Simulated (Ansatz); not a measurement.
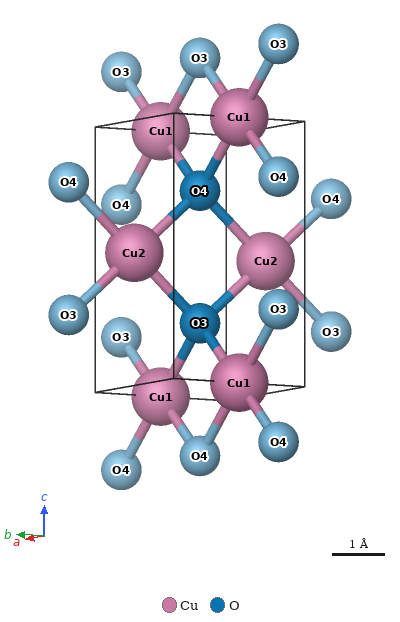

The structure (ball-and-stick view of the cell of the calculation, seen at an oblique angle; neighbours outside the cell are drawn fainter; atoms are numbered from 1 in the order of the input).

**CuO: a changed input and its effect**

System: CuO (4 atoms in the cell).
Method of run 1: DFT PBE, scalar-relativistic, plane waves, PAW, no spin polarisation (Ansatz 0.2.0).

The structure derives from an entry of the Crystallography Open Database. Text and figures count atoms from 1; the logs count them from 0 in places.

## Input, run 1
```yaml
crystal:
  lattice:
    - [2.0814198443, -2.082418997, 0.1629647992]
    - [2.0814198443, 2.082418997, 0.1629647992]
    - [-0.4035310904, 0.0, 5.1352739957]
  atoms:
    - { symbol: Cu, position: [0.0, 0.5, 0.0] }
    - { symbol: Cu, position: [0.5, 0.0, 0.5] }
    - { symbol: O, position: [0.5000828534, 0.4999171466, 0.25] }
    - { symbol: O, position: [0.4999171466, 0.5000828534, 0.75] }
basis:
  ecutwfc: 420
kpoints:
  mp_grid: { grid: [14, 14, 8] }
  band_path:
    path:
      - [[0.0, 0.0, 0.0], [-0.49871544, 0.49871544, 0.0]]
      - [[-0.50128456, -0.49871544, 0.0], [-0.5, -0.5, 0.0], [0.0, 0.0, 0.0], [-0.5, -0.5, 0.5], [-0.50134171, -0.49865829, 0.5]]
      - [[-0.49865829, 0.49865829, 0.5], [0.0, 0.0, 0.5], [0.0, 0.0, 0.0]]
      - [[-0.5, 0.0, 0.5], [0.0, 0.0, 0.0], [-0.5, 0.0, 0.0]]
    npoints: 14
hamiltonian:
  xc: pbe
scf:
  occupations: { method: gaussian, width: 0.1 }
  n_extra_bands: 10
output:
  forces: true
  stress: true
  eigenvalues: true
  populations: true
  dos: { projected: true, de: 0.02, nscf_kmesh: { grid: [21, 21, 12] } }
  bader: true
  write_density: true
  write_potential: true
  elf: true
  volumetric_format: npy
```

Launched with:
```bash
ansatz run input.yaml --threads 1 --pin off --max-ram 2560MiB --backend cpu --events-out ev --progress --plain --runs-dir out
```

Hardware: 1 thread of Intel Xeon @ 2.50GHz (Skylake/Cascade Lake), 192 GiB of memory available, shared host.

## Output, shortened to warnings, some set-up lines, iterations and results (run 1)
```
Basis set: ecut = 420 eV, 845 PW (Γ), exchange–correlation on 40×40×72 points (8 copies of the dense FFT grid, shifted against one another)
Symmetry: 4 space group operations
k-points: 429 of 1568
Initial density: superposition of atomic densities (neutral atoms: chi_scale 0, normalization atom), corrected by the library's trained network
[...]
SCF iter   1: F=—  HF=-14382.571046 eV  |F-HF|=—  |Δ(HF+E_count)|=         —  Δρ=5.59e-3  dr2=4.53e-3  ethr=1.77e-3  ⟨swp⟩=4.9  Hψ=55079  notcnv=0  defer=173
SCF iter   2: F=—  HF=-14382.570608 eV  |F-HF|=—  |Δ(HF+E_count)|=   4.38e-4  Δρ=1.62e-3  dr2=4.80e-4  ethr=9.07e-6  ⟨swp⟩=2.0  Hψ=25395  notcnv=0  defer=333
SCF iter   3: F=—  HF=-14382.570525 eV  |F-HF|=—  |Δ(HF+E_count)|=   8.23e-5  Δρ=5.90e-4  dr2=9.57e-5  ethr=9.60e-7  ⟨swp⟩=2.0  Hψ=20942  notcnv=0  defer=333
SCF iter   4: F=—  HF=-14382.570382 eV  |F-HF|=—  |Δ(HF+E_count)|=   1.43e-4  Δρ=5.67e-4  dr2=9.12e-5  ethr=1.91e-7  ⟨swp⟩=2.0  Hψ=24339  notcnv=0  defer=333
SCF iter   5: F=—  HF=-14382.570369 eV  |F-HF|=—  |Δ(HF+E_count)|=   1.38e-5  Δρ=2.92e-4  dr2=2.32e-5  ethr=1.82e-7  ⟨swp⟩=1.0  Hψ=13619  notcnv=0  defer=333
SCF iter   6: F=—  HF=-14382.570364 eV  |F-HF|=—  |Δ(HF+E_count)|=   4.26e-6  Δρ=7.96e-5  dr2=1.74e-6  ethr=4.63e-8  ⟨swp⟩=2.2  Hψ=16681  notcnv=0  defer=333
SCF iter   7: F=-14382.570364 eV  HF=-14382.570364 eV  |F-HF|=3.55e-8  |Δ(HF+E_count)|=   2.88e-7  Δρ=1.14e-5  dr2=3.62e-8  ethr=2.00e-10  ⟨swp⟩=9.8  Hψ=105329  notcnv=0
SCF 1 converged in 7 iterations: F = -14382.570364 eV  dr2 = 3.62e-8
NSCF: frozen V_eff on 130 k-points
NSCF: frozen V_eff on 1397 k-points
SCF converged after 7 iterations
Free energy (F): -14382.570364 eV
Harris-Foulkes:  -14382.570364 eV  (|F-HF|=3.55e-8)
Internal energy: -14382.557429 eV  (E = F + TS)
E sigma→0 (E₀):  -14382.563897 eV
Entropy (-TS):   -0.012935 eV (-3.234 meV/atom)
Fermi energy:    10.698316 eV
--- Per-component energies (eV) ---
  E_band       = -934.362158
  E_kinetic    = 941.020136
  E_local      = -10195.967110  (includes V_loc(G=0)·N_el)
  E_nonlocal   = 876.020984
  E_hartree    = 4412.996564
  E_xc         = -323.247780
  E_vxc        = -414.858460  (∫ρ·V_xc dr)
  E_paw        = -3637.432097  (= ΣΔE_a)
  E_vpaw       = -966.555167  (= ΣTr[D̂ρ^β])
  E_aug_tail   = 0.005529  (compensation charges beyond the density's cutoff)
  E_ewald      = -6455.953655
  E_smearing   = -0.012935  (= −TS)
  E_closure    = -0.000000  (closes the sum)
  Σ components = -14382.570364   (vs F -14382.570364, Δ=0.00e0)
--- Forces (eV/Å), atoms counted from 1 ---
  atom   1  Cu     0.00000000     0.00000000     0.00000000
  atom   2  Cu    -0.00000000    -0.00000000    -0.00000000
  atom   3  O     -0.00000000     0.00022686     0.00000000
  atom   4  O      0.00000000    -0.00022686    -0.00000000
  max |Σ_I F_I| component: 1.01e-28 eV/Å
--- Stress (GPa, compression-positive) ---
       -0.019170      -0.000000      -0.000098
       -0.000000       0.022111       0.000000
       -0.000098       0.000000       0.007446
  P = ⅓ Tr σ = 0.0035 GPa (0.035 kbar)
--- Löwdin populations: 4 sites ---
  site symbol       q [e]
     0     Cu     18.0142
     1     Cu     18.0142
     2      O      6.8759
     3      O      6.8759
  spilling = 0.004396 (of n_electrons = 50.000000)
--- Bader charges: 4 sites ---
  site symbol  charge [e]  shift [e]
     0     Cu      0.9730     0.0062
     1     Cu      0.9730     0.0062
     2      O     -0.9730     0.0062
     3      O     -0.9730     0.0062
  estimated error of the sums over rays = 2.4e-4 e
```

The input of run 2 differs as follows (lines with − go, lines with + come):
```diff
-  xc: pbe
+  xc: pbesol
-  write_density: true
-  write_potential: true
-  elf: true
-  volumetric_format: npy
```

Predict how the results change.

The total energies belong to different methods, so their difference says nothing on which is more stable or more accurate. The pressure goes from 0.00 to −7.31 GPa. The functional changes from PBE to PBEsol. Along LDA, PBEsol, PBE and RPBE the binding weakens and the preferred volume grows, so the same cell is under more pressure with the later ones. The number of SCF iterations is the same.

## Output, shortened to warnings, some set-up lines, iterations and results (run 2)
```
Basis set: ecut = 420 eV, 845 PW (Γ), exchange–correlation on 40×40×72 points (8 copies of the dense FFT grid, shifted against one another)
Symmetry: 4 space group operations
k-points: 429 of 1568
Initial density: superposition of atomic densities (neutral atoms: chi_scale 0, normalization atom), corrected by the library's trained network
[...]
SCF iter   1: F=—  HF=-14296.544922 eV  |F-HF|=—  |Δ(HF+E_count)|=         —  Δρ=1.91e-2  dr2=1.13e-1  ethr=1.77e-3  ⟨swp⟩=4.9  Hψ=55130  notcnv=0  defer=185
SCF iter   2: F=—  HF=-14296.573174 eV  |F-HF|=—  |Δ(HF+E_count)|=   2.83e-2  Δρ=2.81e-2  dr2=1.84e-1  ethr=2.27e-4  ⟨swp⟩=2.1  Hψ=31609  notcnv=0  defer=1439
SCF iter   3: F=—  HF=-14296.514642 eV  |F-HF|=—  |Δ(HF+E_count)|=   5.85e-2  Δρ=8.11e-3  dr2=1.60e-2  ethr=2.27e-4  ⟨swp⟩=2.0  Hψ=22728  notcnv=0  defer=1439
SCF iter   4: F=—  HF=-14296.510760 eV  |F-HF|=—  |Δ(HF+E_count)|=   3.88e-3  Δρ=2.18e-3  dr2=1.47e-3  ethr=3.20e-5  ⟨swp⟩=2.2  Hψ=20053  notcnv=0  defer=1439
SCF iter   5: F=—  HF=-14296.510547 eV  |F-HF|=—  |Δ(HF+E_count)|=   2.13e-4  Δρ=5.48e-4  dr2=8.52e-5  ethr=2.93e-6  ⟨swp⟩=1.2  Hψ=14906  notcnv=0  defer=1423
SCF iter   6: F=—  HF=-14296.510400 eV  |F-HF|=—  |Δ(HF+E_count)|=   1.47e-4  Δρ=3.46e-5  dr2=3.02e-7  ethr=1.70e-7  ⟨swp⟩=2.0  Hψ=17166  notcnv=0  defer=1413
SCF iter   7: F=-14296.510400 eV  HF=-14296.510400 eV  |F-HF|=6.22e-8  |Δ(HF+E_count)|=   1.21e-7  Δρ=1.40e-5  dr2=6.14e-8  ethr=2.00e-10  ⟨swp⟩=8.1  Hψ=73922  notcnv=0
SCF 1 converged in 7 iterations: F = -14296.510400 eV  dr2 = 6.14e-8
NSCF: frozen V_eff on 130 k-points
NSCF: frozen V_eff on 1397 k-points
SCF converged after 7 iterations
Free energy (F): -14296.510400 eV
Harris-Foulkes:  -14296.510400 eV  (|F-HF|=6.22e-8)
Internal energy: -14296.497533 eV  (E = F + TS)
E sigma→0 (E₀):  -14296.503966 eV
Entropy (-TS):   -0.012867 eV (-3.217 meV/atom)
Fermi energy:    10.519984 eV
--- Per-component energies (eV) ---
  E_band       = -939.316841
  E_kinetic    = 939.246451
  E_local      = -10191.298183  (includes V_loc(G=0)·N_el)
  E_nonlocal   = 880.191235
  E_hartree    = 4403.511890
  E_xc         = -319.701350
  E_vxc        = -412.427739  (∫ρ·V_xc dr)
  E_paw        = -3552.982353  (= ΣΔE_a)
  E_vpaw       = -962.078196  (= ΣTr[D̂ρ^β])
  E_aug_tail   = 0.005453  (compensation charges beyond the density's cutoff)
  E_ewald      = -6455.953655
  E_core_change = 0.482980  (= ΣΔE_core)
  E_smearing   = -0.012867  (= −TS)
  E_closure    = 0.000000  (closes the sum)
  Σ components = -14296.510400   (vs F -14296.510400, Δ=0.00e0)
--- Forces (eV/Å), atoms counted from 1 ---
  atom   1  Cu     0.00000000     0.00000000     0.00000000
  atom   2  Cu     0.00000000     0.00000000     0.00000000
  atom   3  O     -0.00000000     0.00039212     0.00000000
  atom   4  O      0.00000000    -0.00039212    -0.00000000
  max |Σ_I F_I| component: 1.01e-28 eV/Å
--- Stress (GPa, compression-positive) ---
       -6.709074      -0.000000       0.149726
       -0.000000      -6.639191      -0.000000
        0.149726      -0.000000      -8.569656
  P = ⅓ Tr σ = -7.3060 GPa (-73.060 kbar)
--- Löwdin populations: 4 sites ---
  site symbol       q [e]
     0     Cu     18.0258
     1     Cu     18.0258
     2      O      6.8600
     3      O      6.8600
  spilling = 0.004571 (of n_electrons = 50.000000)
--- Bader charges: 4 sites ---
  site symbol  charge [e]  shift [e]
     0     Cu      0.9599     0.0063
     1     Cu      0.9599     0.0063
     2      O     -0.9599     0.0063
     3      O     -0.9599     0.0063
  estimated error of the sums over rays = 2.4e-4 e
```

## The two runs side by side

| quantity | run 1 | run 2 |
| --- | --- | --- |
| outcome | converged | converged |
| free energy per atom (eV) | −3595.6426 | −3574.1276 |
| energy per atom, smearing taken to zero (eV) | −3595.6410 | −3574.1260 |
| gap on the mesh (eV) | 0.00 | 0.00 |
| pressure (GPa) | 0.00 | −7.31 |
| largest force (eV/Å) | 0.000 | 0.000 |
| SCF iterations | 7 | 7 |
| irreducible k-points | 429 | 429 |
| plane waves at Γ | 845 | 845 |
| wall time (shared host) | 3.1 min | 2.9 min |

For both runs: The run has no spin polarisation, so a magnetic state may lie lower. For run 2: The cell is under a tension of 7.3 GPa at this level, so it is not at its equilibrium volume.
